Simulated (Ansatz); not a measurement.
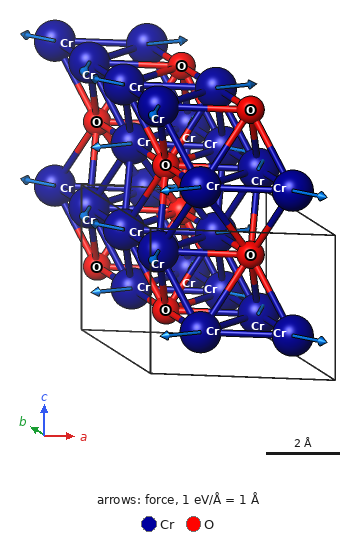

Starting geometry of crystalline Cr₃O (built on the Ni3Sn (D0_19)_194 type) (coarse preliminary run) with the computed forces as blue arrows. A ball-and-stick model of the cell of the calculation, repeated 1 × 2 × 2 with one cell outlined, seen slightly off an axis.

Case: Ni3Sn (D0_19) type (P6_3/mmc, No. 194).

Computed with DFT PBE, scalar-relativistic, plane waves, PAW (Ansatz 0.2.0). (plane-wave cutoff 420 eV; k-point mesh 6 × 6 × 4; occupations gaussian; smearing width 0.1 eV; no spin polarisation; cell and atoms relaxed; force threshold 0.04 eV/Å; at most 70 steps)

Is this structure relaxed? If not, where do the atoms go?

It isn't relaxed: the largest force vector, on Cr atoms, is 1.23 eV/Å. The atoms end up moving mostly along the starting forces (cosine between the two patterns 1.00). The largest moves relative to the cell, 0.074 Å, are those of Cr atoms. O stays in place. Cell: a = b 5.144 → 5.044 Å (−1.9 %), c 4.128 → 3.955 Å (−4.2 %). Volume −7.9 %. Near-neighbour distances that change, for instance: Cr–Cr 2.577 → 2.399 Å, Cr–Cr 2.545 → 2.414 Å, Cr–Cr 2.567 → 2.645 Å, Cr–O 2.572 → 2.523 Å. The space group stays P6_3/mmc (No. 194). Over 5 accepted moves (6 points after the start) the energy falls by 0.806 eV per cell of the calculation. Largest force component: 1.2 eV/Å at the start, 0.0085 eV/Å at the end. Pressure: −17.27 GPa at the start and −0.24 GPa at the end. The SCF was repeated once at an unchanged geometry on a basis and grid sized afresh for the cell, which shifted the energy by 10.6 meV per cell of the calculation at most.

Limits of the set-up: the k-point mesh is coarse for a cell with partly filled bands.
